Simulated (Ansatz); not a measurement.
## Run report: SnS2, geometry relaxation (part 1 of 2)

The run: geometry relaxation of SnS2 (slab, 9 atoms in the cell). Method and program: DFT PBE+D3(BJ), scalar-relativistic, plane waves, PAW, no spin polarisation (Ansatz 0.2.0).

The structure derives from an entry of the Crystallography Open Database. Figures and captions count atoms from 1; the log counts them from 0 in places.

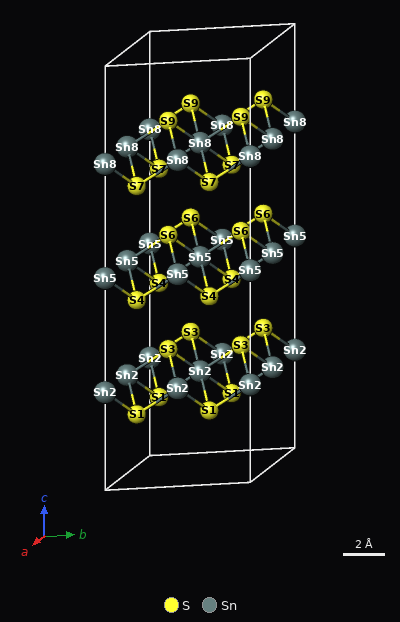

Fig. 1: The input geometry (ball-and-stick view of the 2 × 2 repeat of the cell, with the vacuum cut short, seen slightly off an axis; atoms are numbered from 1 in the order of the input).

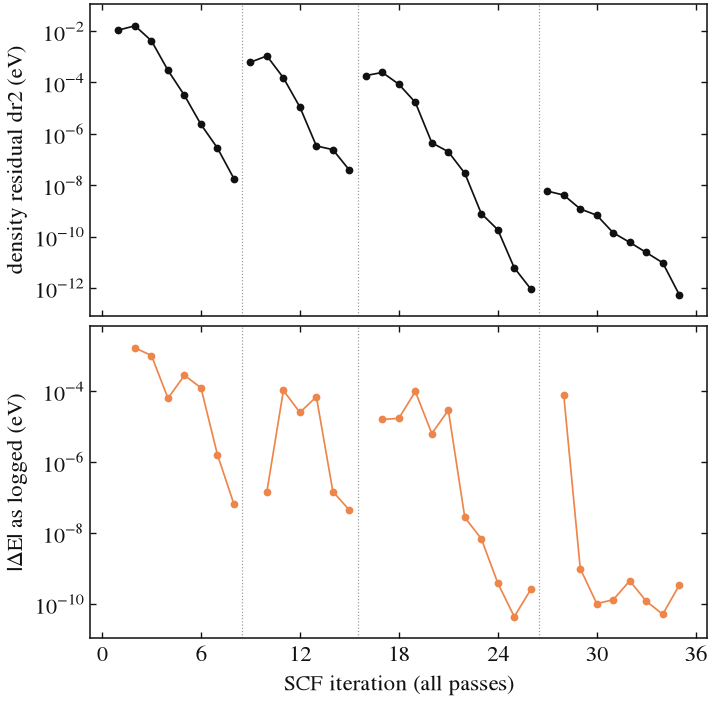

Fig. 2: Convergence of the self-consistent field: density residual dr2 and size of the energy change against the SCF iteration. The dotted lines part the SCF passes of the relaxation: geometry steps, rejected trials and re-solves on a re-selected basis. The passes take 8, 7, 11 and 9 iterations.

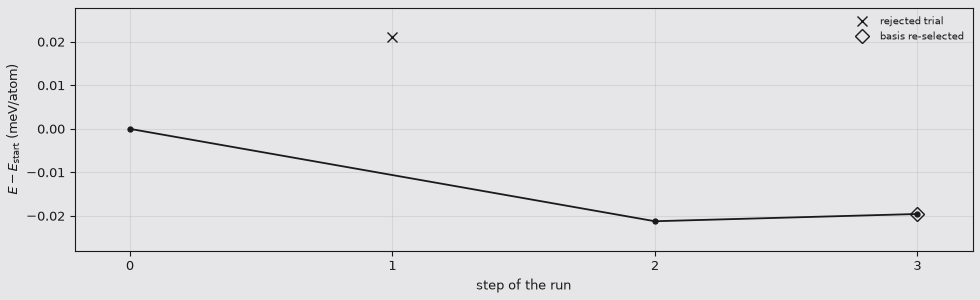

Fig. 3: Progress of the relaxation, step by step (the first geometry is step 0 here and step 1 in the log). After 2 geometry steps the energy has fallen by next to nothing (0.0 meV per atom). Largest force component: 0.038 eV/Å at the start, 0.0015 eV/Å at the end. The line search rejected the trial step at point 1 (counted from 0) and went back. The largest moves relative to the cell, 0.005 Å, are those of S1 and S9. Largest moves by element: S 0.005 Å, Sn 0.001 Å. A last SCF at the same geometry on a re-selected plane-wave basis shifts the energy by +0.0 meV per atom. (Atoms are counted from 1 in the order of the input.)

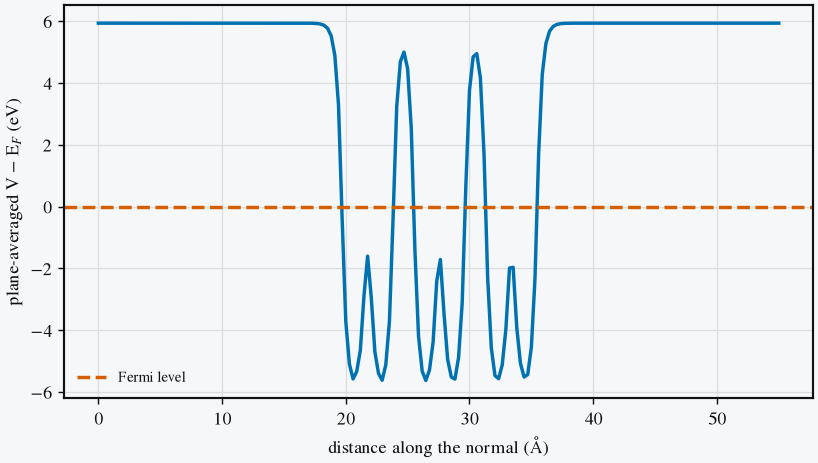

Fig. 4: Plane average of the electrostatic potential energy of an electron across the cell, from the Fermi level. The vacuum level lies 5.93 eV above the Fermi level.

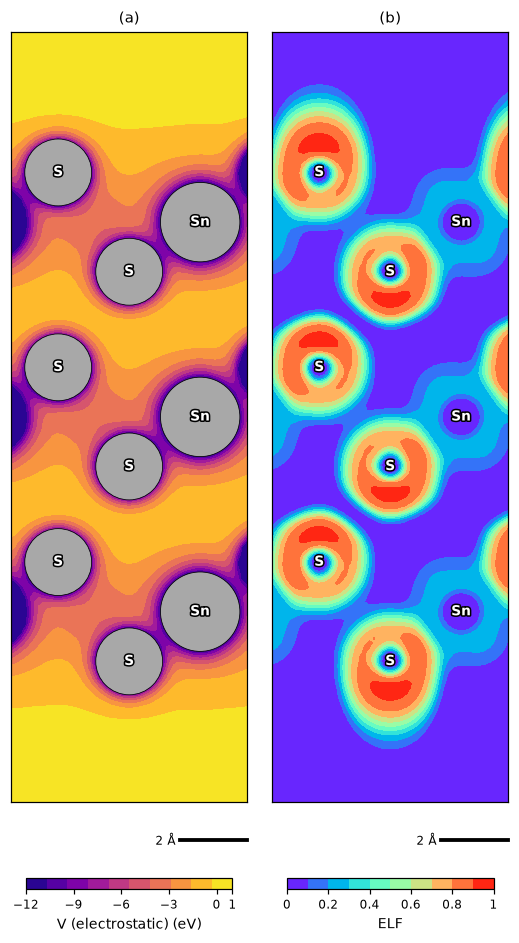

Fig. 5: (a) electrostatic potential (local pseudopotential plus Hartree) felt by an electron; (b) electron localisation function on the (110) plane of the calculation cell, a cut from vacuum to vacuum. Grey discs, where drawn, cover atomic cores. Atoms in the plane: S and Sn. Sn–S (2.58 Å): the ELF is about 0.55 at the midpoint. In a PAW calculation such maps are meaningful between the atoms, not at the nuclei.

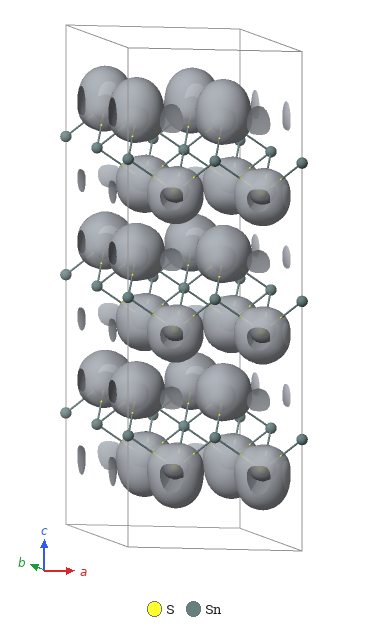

Fig. 6: Isosurface of the ELF at 0.7 (grey), seen slightly off an axis. Core shells and regions of very low density are left out. Sticks mark near contacts. Counts are for one cell; the picture repeats the cell along the surface. Along the contacts the grid gives the following. Sn–S (2.58 Å): the ELF is about 0.55 at the midpoint.

The input that produced these results follows, with the program's output.

Input
```yaml
crystal:
  lattice:
    - [3.6686266277, 0.0, 0.0]
    - [-1.8343133139, 3.1771238566, 0.0]
    - [0.0, 0.0, 55.1520191628]
  atoms:
    - { symbol: S, position: [0.6666666667, 0.3333333333, 0.3678560658] }
    - { symbol: Sn, position: [0.0, 0.0, 0.3946614929] }
    - { symbol: S, position: [0.3333333333, 0.6666666667, 0.4214669201] }
    - { symbol: S, position: [0.6666666667, 0.3333333333, 0.4731945729] }
    - { symbol: Sn, position: [0.0, 0.0, 0.5] }
    - { symbol: S, position: [0.3333333333, 0.6666666667, 0.5268054271] }
    - { symbol: S, position: [0.6666666667, 0.3333333333, 0.5785330799] }
    - { symbol: Sn, position: [0.0, 0.0, 0.6053385071] }
    - { symbol: S, position: [0.3333333333, 0.6666666667, 0.6321439342] }
  periodic: [true, true, false]
basis:
  ecutwfc: 420
kpoints:
  mp_grid: { grid: [9, 9, 1] }
hamiltonian:
  xc: pbe
  dispersion: d3bj
scf:
  occupations: { method: gaussian, width: 0.02 }
output:
  forces: true
  stress: true
  eigenvalues: true
  write_density: true
  write_potential: true
  elf: true
  volumetric_format: npy
relax:
  adjacent_minimum: "off"
  f_tol: 0.005
  max_steps: 80
  cell: { stress_2d_tol: 0.02 }
```

Command:
```bash
ansatz run input.yaml --threads 4 --pin off --max-ram 10240MiB --backend cpu --events-out ev --progress --plain --runs-dir out
```

Output
```
Engine: ansatz 0.2.0, aarch64-unknown-linux-gnu
Pseudopotentials: kind: paw
Pseudopotential: S, paw, valence charge 6, recommended cutoff 420 eV (normal), S.paw.azcp
Pseudopotential: Sn, paw, valence charge 14, recommended cutoff 420 eV (normal), Sn.paw.azcp
Functional definition: PBE
  parameter kappa = 0.804
  parameter beta = 0.06672455060314922
  exchange = pbe_x(kappa = kappa, mu = beta*pi^2/3)
  correlation = pbe_c(beta = beta)
Crystal: 9 atoms, lattice volume = 642.834 Å³
Basis set: ecut = 420 eV, 12497 PW (Γ), exchange–correlation on 50×50×750 points (8 copies of the dense FFT grid, shifted against one another)
Bands: 48, of which v1, the nominal top of the filled ones, is band 39 counted from 1 (38 counted from 0)
Symmetry: 12 space group operations
Space group: P-3m1 (ITA 164), of the structure as read, at distance tolerance 8.6e-5 Å
k-points: 12 of 81
Non-local potential: S, projectors of the file, l = 0: 2, l = 1: 2, l = 2: 2
Non-local potential: Sn, projectors of the file, l = 0: 2, l = 1: 2, l = 2: 2, l = 3: 2
PAW form: soft (Blöchl's): semilocal exchange-correlation on the pseudo side does not see the compensation charge
PAW one-centre angular grid: S, 110 points (default); XC on 64 Gauss nodes
PAW one-centre angular grid: Sn, 590 points (default); XC on 64 Gauss nodes
Initial density: superposition of atomic densities (neutral atoms: chi_scale 0, normalization atom), corrected by the library's trained network
Initial wavefunctions: pseudopotential atomic-orbital guess
Functional: x = pbe(κ = 0.804, μ = 0.2195149727645171), c = pbe(β = 0.06672455060314922)
SCF iter   1: F=—  HF=-23490.951700 eV  |F-HF|=—  |Δ(HF+E_count)|=         —  Δρ=7.86e-4  dr2=1.10e-2  ethr=1.77e-3  ⟨swp⟩=15.9  Hψ=4224  notcnv=0  defer=1
preconditioner: auto → Resta (q_TF=auto, 1.920 Å⁻¹)  ε∞=1.7  [insulator: Δε(μ)=1.475 eV  Ē_g=15.505 eV  σ=0.020 eV  W_gap=1.00  n_scr=32 (ndim 8)  ℏωp=12.9 eV  f_vac=0.673  D(μ)=0.00/eV (n_scr^D=0)  ε∞_Penn≈1.7  vacuum switching on, ρ_ref=1.7e-2 e/Å³]
SCF iter   2: F=—  HF=-23490.953340 eV  |F-HF|=—  |Δ(HF+E_count)|=   1.64e-3  Δρ=6.15e-4  dr2=1.61e-2  ethr=1.40e-5  ⟨swp⟩=4.9  Hψ=1564  notcnv=0  defer=35
SCF iter   3: F=—  HF=-23490.952338 eV  |F-HF|=—  |Δ(HF+E_count)|=   1.00e-3  Δρ=3.35e-4  dr2=4.19e-3  ethr=1.40e-5  ⟨swp⟩=3.5  Hψ=818  notcnv=0  defer=35
SCF iter   4: F=—  HF=-23490.952401 eV  |F-HF|=—  |Δ(HF+E_count)|=   6.26e-5  Δρ=1.49e-4  dr2=2.98e-4  ethr=5.38e-6  ⟨swp⟩=2.8  Hψ=776  notcnv=0  defer=35
SCF iter   5: F=—  HF=-23490.952677 eV  |F-HF|=—  |Δ(HF+E_count)|=   2.76e-4  Δρ=6.83e-5  dr2=3.14e-5  ethr=3.82e-7  ⟨swp⟩=3.4  Hψ=1333  notcnv=0  defer=35
SCF iter   6: F=—  HF=-23490.952801 eV  |F-HF|=—  |Δ(HF+E_count)|=   1.24e-4  Δρ=1.71e-5  dr2=2.33e-6  ethr=4.03e-8  ⟨swp⟩=2.4  Hψ=1107  notcnv=0  defer=35
SCF iter   7: F=—  HF=-23490.952803 eV  |F-HF|=—  |Δ(HF+E_count)|=   1.61e-6  Δρ=5.72e-6  dr2=2.80e-7  ethr=2.99e-9  ⟨swp⟩=3.4  Hψ=1429  notcnv=0  defer=35
SCF iter   8: F=-23490.952803 eV  HF=-23490.952803 eV  |F-HF|=7.99e-8  |Δ(HF+E_count)|=   6.48e-8  Δρ=1.71e-6  dr2=1.80e-8  ethr=1.28e-10  ⟨swp⟩=27.1  Hψ=6844  notcnv=0
SCF 1 converged in 8 iterations: F = -23490.952803 eV  dr2 = 1.80e-8
  greatest PAW one-centre occupation: 0.993 electrons in one spin orbital (limit 2), on the Sn atom at site 7 (counted from 0), in its partial waves of l = 2
relax step   1: F+E_penalty+E_count = -23490.95280265 eV  Δ(F+E_penalty+E_count) = +0.000e0 eV  max|allowed force component| = 3.807e-2 eV/Å  Δτ_max = 0.0000 Å  P = +0.039 N/m  Ω = 642.834 Å³  fix = [c, alpha, beta]  reactions: c +0.000 N/m  (8 SCF iters, dr2 threshold 1.00e-7 eV, accepted)
Crystal: 9 atoms, lattice volume = 641.768 Å³
Basis set: ecut = 420 eV, 12473 PW (Γ), exchange–correlation on 50×50×750 points (8 copies of the dense FFT grid, shifted against one another)
Initial density: handed on by an earlier stage of this run
Initial wavefunctions: those handed on with the density
iter 1 solved again at ethr=6.73e-7 eV; its pass at ethr=3.10e-3 eV (dr2=5.25e-4 eV) is discarded
SCF iter   1: F=—  HF=-23490.952674 eV  |F-HF|=—  |Δ(HF+E_count)|=         —  Δρ=2.20e-4  dr2=6.16e-4  ethr=6.73e-7  ⟨swp⟩=4.4  Hψ=3766  notcnv=0
preconditioner: auto → Resta (q_TF=auto, 1.920 Å⁻¹)  ε∞=1.7  [insulator: Δε(μ)=1.463 eV  Ē_g=15.504 eV  σ=0.020 eV  W_gap=1.00  n_scr=32 (ndim 8)  ℏωp=12.9 eV  f_vac=0.672  D(μ)=0.00/eV (n_scr^D=0)  ε∞_Penn≈1.7  vacuum switching on, ρ_ref=1.7e-2 e/Å³]
SCF iter   2: F=—  HF=-23490.952674 eV  |F-HF|=—  |Δ(HF+E_count)|=   1.46e-7  Δρ=1.51e-4  dr2=1.08e-3  ethr=6.73e-7  ⟨swp⟩=3.3  Hψ=1050  notcnv=0  defer=3
SCF iter   3: F=—  HF=-23490.952569 eV  |F-HF|=—  |Δ(HF+E_count)|=   1.04e-4  Δρ=9.38e-5  dr2=1.52e-4  ethr=6.73e-7  ⟨swp⟩=2.9  Hψ=837  notcnv=0  defer=2
SCF iter   4: F=—  HF=-23490.952545 eV  |F-HF|=—  |Δ(HF+E_count)|=   2.49e-5  Δρ=3.17e-5  dr2=1.10e-5  ethr=1.95e-7  ⟨swp⟩=2.2  Hψ=850  notcnv=0
SCF iter   5: F=—  HF=-23490.952613 eV  |F-HF|=—  |Δ(HF+E_count)|=   6.88e-5  Δρ=9.11e-6  dr2=3.38e-7  ethr=1.41e-8  ⟨swp⟩=2.9  Hψ=1032  notcnv=0
SCF iter   6: F=—  HF=-23490.952613 eV  |F-HF|=—  |Δ(HF+E_count)|=   1.47e-7  Δρ=4.02e-6  dr2=2.42e-7  ethr=1.16e-10  ⟨swp⟩=23.1  Hψ=6760  notcnv=0
SCF iter   7: F=-23490.952613 eV  HF=-23490.952613 eV  |F-HF|=3.09e-8  |Δ(HF+E_count)|=   4.41e-8  Δρ=1.67e-6  dr2=3.88e-8  ethr=1.16e-10  ⟨swp⟩=11.8  Hψ=5401  notcnv=0
SCF 2 converged in 7 iterations: F = -23490.952613 eV  dr2 = 3.88e-8
  greatest PAW one-centre occupation: 0.993 electrons in one spin orbital (limit 2), on the Sn atom at site 4 (counted from 0), in its partial waves of l = 2
relax step   2: F+E_penalty+E_count = -23490.95261338 eV  Δ(F+E_penalty+E_count) = +1.893e-4 eV  max|allowed force component| = 5.228e-2 eV/Å  Δτ_max = 0.0106 Å  P = +0.007 N/m  Ω = 641.768 Å³  energy of the carried Pulay correction = +8.915e-5 eV  fix = [c, alpha, beta]  (7 SCF iters, dr2 threshold 9.06e-8 eV, rejected (line search))
Crystal: 9 atoms, lattice volume = 642.573 Å³
iter 1 solved again at ethr=2.05e-7 eV; its pass at ethr=3.10e-3 eV (dr2=1.60e-4 eV) is discarded
SCF iter   1: F=—  HF=-23490.952965 eV  |F-HF|=—  |Δ(HF+E_count)|=         —  Δρ=1.31e-4  dr2=1.86e-4  ethr=2.05e-7  ⟨swp⟩=3.4  Hψ=3522  notcnv=0
preconditioner: auto → Resta (q_TF=auto, 1.920 Å⁻¹)  ε∞=1.7  [insulator: Δε(μ)=1.472 eV  Ē_g=15.510 eV  σ=0.020 eV  W_gap=1.00  n_scr=32 (ndim 8)  ℏωp=12.9 eV  f_vac=0.672  D(μ)=0.00/eV (n_scr^D=0)  ε∞_Penn≈1.7  vacuum switching on, ρ_ref=1.7e-2 e/Å³]
SCF iter   2: F=—  HF=-23490.952949 eV  |F-HF|=—  |Δ(HF+E_count)|=   1.58e-5  Δρ=8.51e-5  dr2=2.46e-4  ethr=2.05e-7  ⟨swp⟩=2.7  Hψ=835  notcnv=0
SCF iter   3: F=—  HF=-23490.952932 eV  |F-HF|=—  |Δ(HF+E_count)|=   1.70e-5  Δρ=5.45e-5  dr2=8.54e-5  ethr=2.05e-7  ⟨swp⟩=2.6  Hψ=748  notcnv=0
SCF iter   4: F=—  HF=-23490.953029 eV  |F-HF|=—  |Δ(HF+E_count)|=   9.73e-5  Δρ=2.60e-5  dr2=1.68e-5  ethr=1.10e-7  ⟨swp⟩=1.8  Hψ=706  notcnv=0
SCF iter   5: F=—  HF=-23490.953023 eV  |F-HF|=—  |Δ(HF+E_count)|=   6.29e-6  Δρ=6.54e-6  dr2=4.48e-7  ethr=2.15e-8  ⟨swp⟩=2.5  Hψ=857  notcnv=0
SCF iter   6: F=—  HF=-23490.952994 eV  |F-HF|=—  |Δ(HF+E_count)|=   2.90e-5  Δρ=2.96e-6  dr2=2.01e-7  ethr=5.75e-10  ⟨swp⟩=3.2  Hψ=1209  notcnv=0
SCF iter   7: F=—  HF=-23490.952994 eV  |F-HF|=—  |Δ(HF+E_count)|=   2.73e-8  Δρ=1.28e-6  dr2=2.91e-8  ethr=2.58e-10  ⟨swp⟩=2.6  Hψ=853  notcnv=0
SCF iter   8: F=—  HF=-23490.952994 eV  |F-HF|=—  |Δ(HF+E_count)|=   6.89e-9  Δρ=3.23e-7  dr2=7.83e-10  ethr=3.73e-11  ⟨swp⟩=3.1  Hψ=1070  notcnv=0
SCF iter   9: F=—  HF=-23490.952994 eV  |F-HF|=—  |Δ(HF+E_count)|=  3.86e-10  Δρ=1.72e-7  dr2=1.85e-10  ethr=1.00e-12  ⟨swp⟩=3.2  Hψ=1333  notcnv=0
SCF iter  10: F=—  HF=-23490.952994 eV  |F-HF|=—  |Δ(HF+E_count)|=  4.37e-11  Δρ=3.19e-8  dr2=6.05e-12  ethr=1.00e-12  ⟨swp⟩=2.1  Hψ=929  notcnv=0
SCF iter  11: F=-23490.952994 eV  HF=-23490.952994 eV  |F-HF|=5.82e-11  |Δ(HF+E_count)|=  2.55e-10  Δρ=7.24e-9  dr2=9.12e-13  ethr=1.00e-12  ⟨swp⟩=11.8  Hψ=3938  notcnv=0
SCF 3 converged in 11 iterations: F = -23490.952994 eV  dr2 = 9.12e-13
relax step   3: F+E_penalty+E_count = -23490.95299412 eV  Δ(F+E_penalty+E_count) = -1.915e-4 eV  max|allowed force component| = 1.491e-3 eV/Å  Δτ_max = 0.0051 Å  P = -0.000 N/m  Ω = 642.573 Å³  energy of the carried Pulay correction = +2.180e-5 eV  fix = [c, alpha, beta]  reactions: c -0.000 N/m  (11 SCF iters, accepted)
Initial wavefunctions: pseudopotential atomic-orbital guess (no wavefunctions were taken with the density)
iter 1 solved again at ethr=4.32e-7 eV; its pass at ethr=3.10e-3 eV (dr2=3.37e-4 eV) is discarded
```
